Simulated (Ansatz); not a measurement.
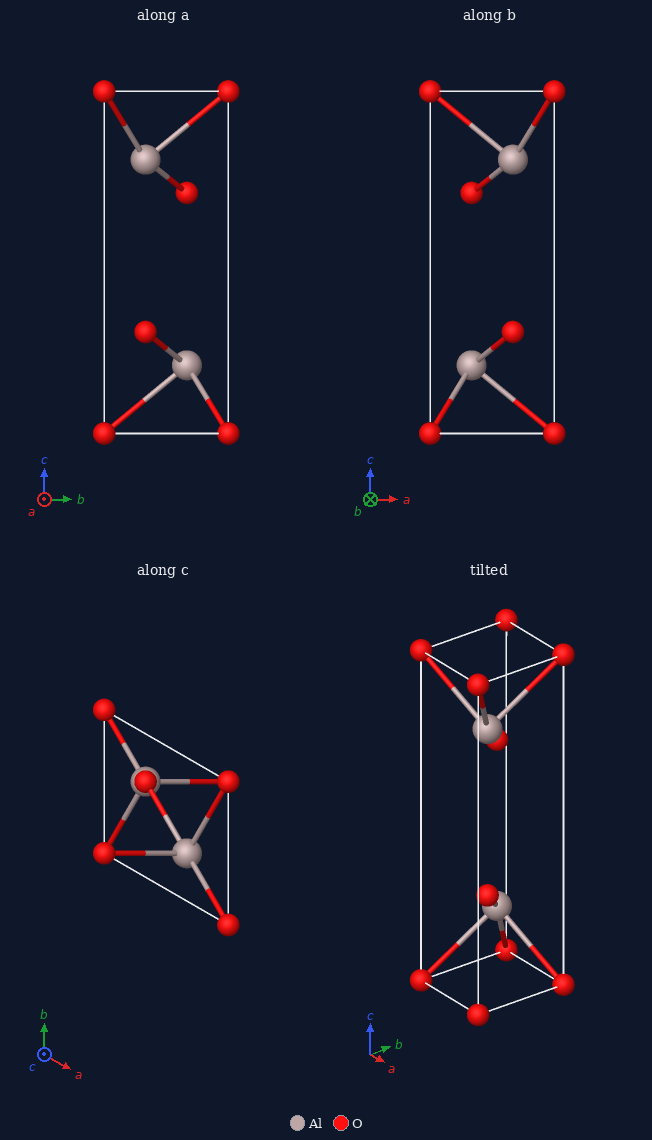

The image is a ball-and-stick drawing of a crystal, viewed along the a axis, along the b axis, along the c axis and slightly off an axis. The conventional unit cell is outlined; an atom on or near a face, edge or corner is repeated at each equivalent position.

Lattice parameters: a = 2.8641 Å, b = 2.8641 Å, c = 6.8333 Å, α = 90.000°, β = 90.000°, γ = 120.000°.

Reconstruct the structure as a CIF in P1 with every atom of the cell, with free fractional coordinates to two decimals.

Answer.
```cif
data_structure
_symmetry_space_group_name_H-M 'P 1'
_symmetry_Int_Tables_number 1
_cell_length_a 2.8641
_cell_length_b 2.8641
_cell_length_c 6.8333
_cell_angle_alpha 90.000
_cell_angle_beta 90.000
_cell_angle_gamma 120.000
_cell_volume 48.55
loop_
_atom_site_label
_atom_site_type_symbol
_atom_site_fract_x
_atom_site_fract_y
_atom_site_fract_z
_atom_site_occupancy
Al1 Al 0.3333 0.6667 0.20 1
Al2 Al 0.6667 0.3333 0.80 1
O1 O 0.00 0.00 0.00 1
O2 O 0.3333 0.6667 0.70 1
O3 O 0.6667 0.3333 0.30 1
```

The structure comes from a structure type filled with these elements by a generator (whether the compound takes this form wasn't checked). The geometry is the end of a relaxation with DFT, r2SCAN, plane waves, PAW in Ansatz.
